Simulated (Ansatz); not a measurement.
**Al₂Ru: density, localisation and related maps**

```cif
data_structure
_symmetry_space_group_name_H-M 'P 1'
_symmetry_Int_Tables_number 1
_cell_length_a 3.1208
_cell_length_b 3.1208
_cell_length_c 8.4436
_cell_angle_alpha 90.000
_cell_angle_beta 90.000
_cell_angle_gamma 90.000
_cell_volume 82.24
loop_
_atom_site_label
_atom_site_type_symbol
_atom_site_fract_x
_atom_site_fract_y
_atom_site_fract_z
_atom_site_occupancy
Ru1 Ru 0.00000 0.00000 0.00000 1
Ru2 Ru 0.50000 0.50000 0.50000 1
Al1 Al 0.00000 0.00000 0.34080 1
Al2 Al 0.50000 0.50000 0.84080 1
Al3 Al 0.00000 0.00000 0.65920 1
Al4 Al 0.50000 0.50000 0.15920 1
```

Space group I4/mmm; a structure from a database of computed crystals, not necessarily the ambient phase.

The calculation used Ansatz, Kohn-Sham DFT of a periodic cell, PBEsol, Ansatz PAW.

The density is the valence pseudo-density of a PAW calculation; it isn't the true density close to the nuclei.

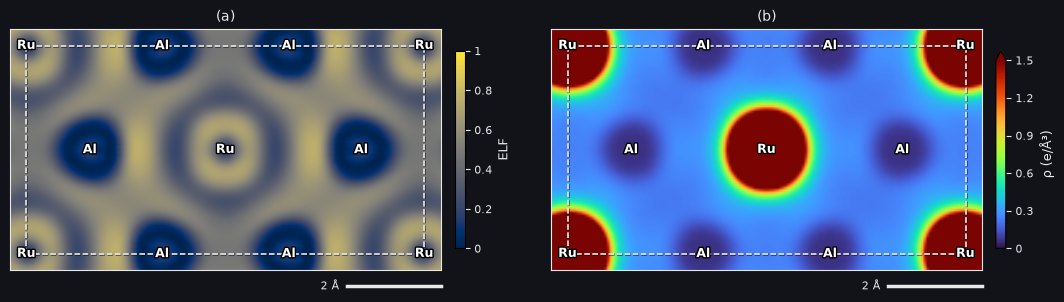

Figure 1. (a) electron localisation function; (b) valence pseudo-density on the (110) plane of the conventional cell.

Q: What does the map show?

A: The section cuts through Ru and Al sites. Al–Ru (2.58 Å): ρ at the midpoint is about 0.37 e/Å³; the ELF is about 0.40 at the midpoint. Al–Al (2.69 Å): ρ is about 0.22 e/Å³ halfway; the ELF reaches about 0.55 near the midpoint. Al–Ru (2.88 Å): ρ is about 0.3 e/Å³ halfway; the ELF is about 0.50 at the midpoint. Between the atoms the lowest density in this plane is 0.22 e/Å³. The features right at Ru lie inside the PAW spheres, where the map follows smoothed inner orbitals and isn't to be read closely.

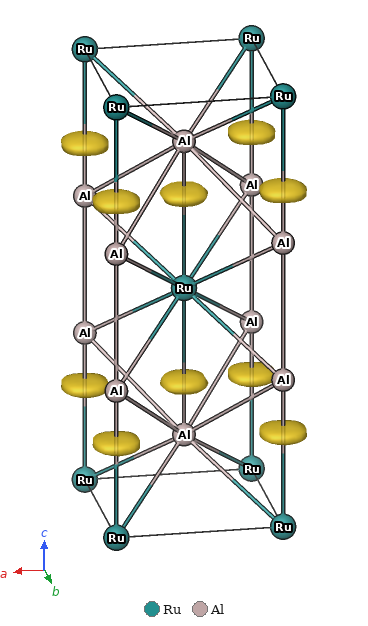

Figure 2. Isosurface of the electron localisation function at 0.7 (yellow), seen at an oblique angle. Only the valence region is drawn (cores and ρ < 0.01 e/Å³ removed). Sticks mark near contacts.

Q: Identify the bonds, lone pairs and shells in this picture.

A: At this value the surface marks out four lobes of the valence shell of Al pointing towards Ru (polar bonds), counted in one cell of 6 atoms. Any copies at cell faces, edges or corners count once.
